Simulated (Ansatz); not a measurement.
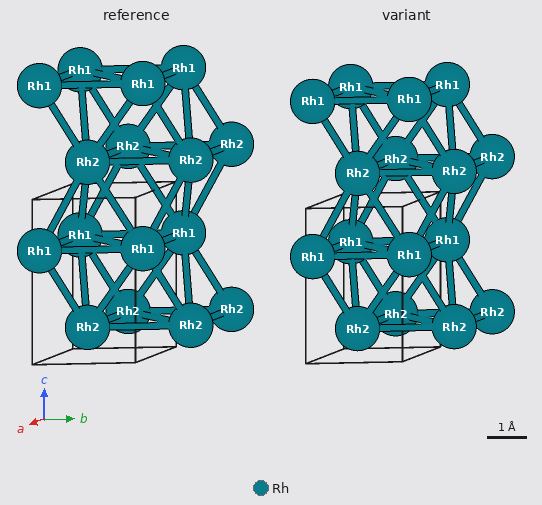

Left: solid Rh (set up in P6_3/mmc). Right: the same structure after one change, at the same scale. A ball-and-stick model of the cell of the calculation, repeated 2 × 2 × 2 with one cell outlined, seen slightly off an axis.

Level of theory: DFT r2SCAN, scalar-relativistic, plane waves, PAW (Ansatz). Set-up: plane-wave cutoff 500 eV; k-point mesh 18 × 18 × 10; occupations gaussian; smearing width 0.1 eV; no spin polarisation.

The crystal is put under a hydrostatic pressure of 90 GPa. Cell and atoms are relaxed at that pressure.

**What does the change do?**

It costs 564 meV per atom. The pressure goes from 0.0 to 90.0 GPa. Both are metals. Cell: a = b 2.704 → 2.529 Å (−6.5 %), c 4.349 → 4.086 Å (−6.0 %). Volume −17.8 %. No atom moves by more than 0.005 Å relative to the cell. Among the bonded contacts that change: Rh–Rh 2.704 → 2.529 Å, Rh–Rh 2.677 → 2.511 Å. The space group stays P6_3/mmc (No. 194).
